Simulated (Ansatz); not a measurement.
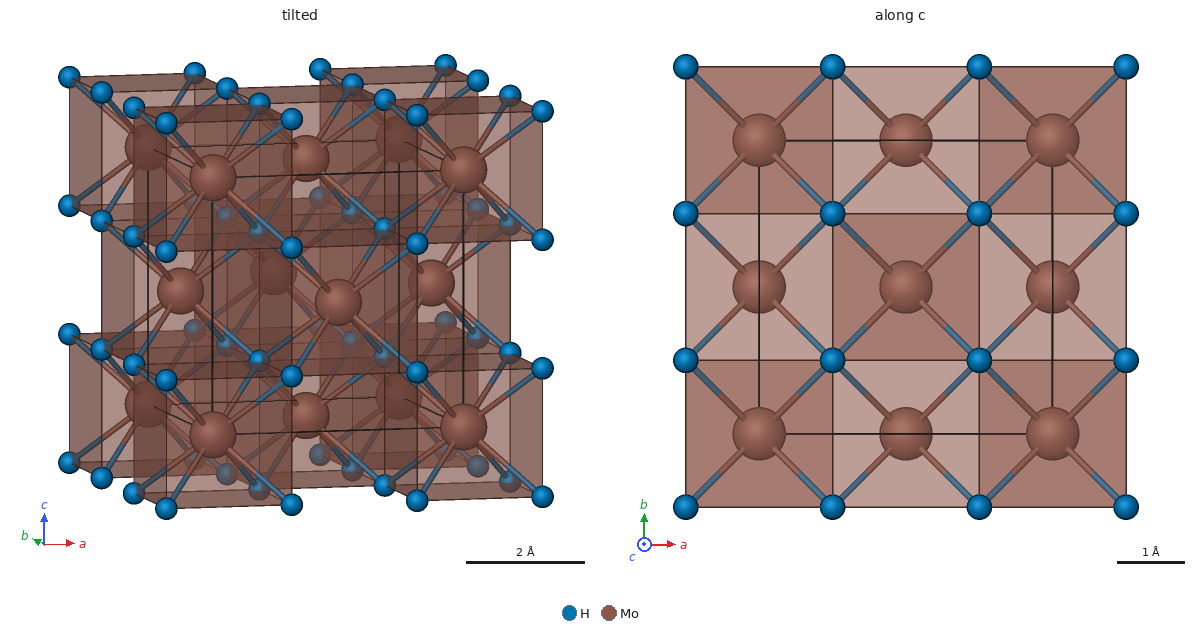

Drawn in the polyhedral manner and seen slightly off an axis and along the c axis. The box is the conventional unit cell; atoms on or close to its faces, edges and corners are drawn wherever they repeat. Some neighbours outside the box are added. Cell: a = 4.41 Å, b = 4.41 Å, c = 4.41 Å, α = 90.00°, β = 90.00°, γ = 90.00°.

Source of the structure: a structure type filled with these elements by a generator (whether the compound takes this form wasn't checked). Earlier steps of the study may have refined or changed the cell and positions. It went into a calculation with Ansatz.

What structure is drawn here?

Answer. Its composition is MoH₂. Space group: Fm-3m (No. 225). Lattice: face-centred cubic. The arrangement is known as fluorite (CaF₂ type). Atoms per cell: 12 (4 Mo, 8 H). The polyhedra are MoH8 cubes; they share edges. H is linked to four Mo in a tetrahedral arrangement at about 1.9 Å. Around each Mo lie eight H in a cubic arrangement at about 1.9 Å. Not all metal-metal contacts are counted.

Setup: Ansatz 0.2.0, DFT r2SCAN, scalar-relativistic, plane waves, PAW; a cutoff energy of 500 eV, k-points about 0.14 Å⁻¹ apart, Gaussian smearing of 0.1 eV, no spin polarisation.

Is it conducting or gapped at this level?

Answer. A metal: bands cross the Fermi level.

Give the Bader charge of each element.

Answer. Mo +1.03 e; H -0.52 e.

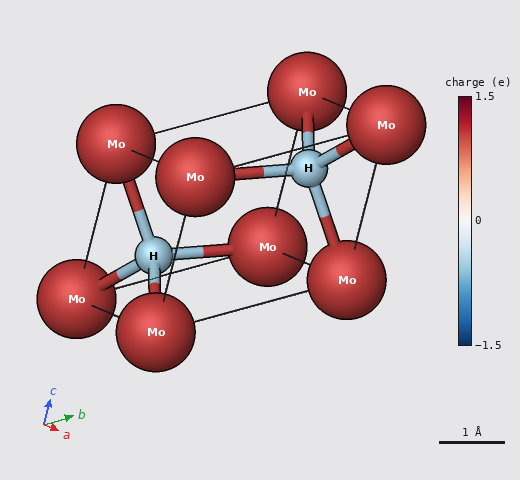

The atoms coloured by those charges. The run's cell of 3 atoms is drawn, so axes and origin can differ from the first picture.

Are forces and stress small enough to call this relaxed?

Answer. No. All forces vanish to within 0.01 eV/Å. The pressure is -2.3 GPa, so the cell would contract.
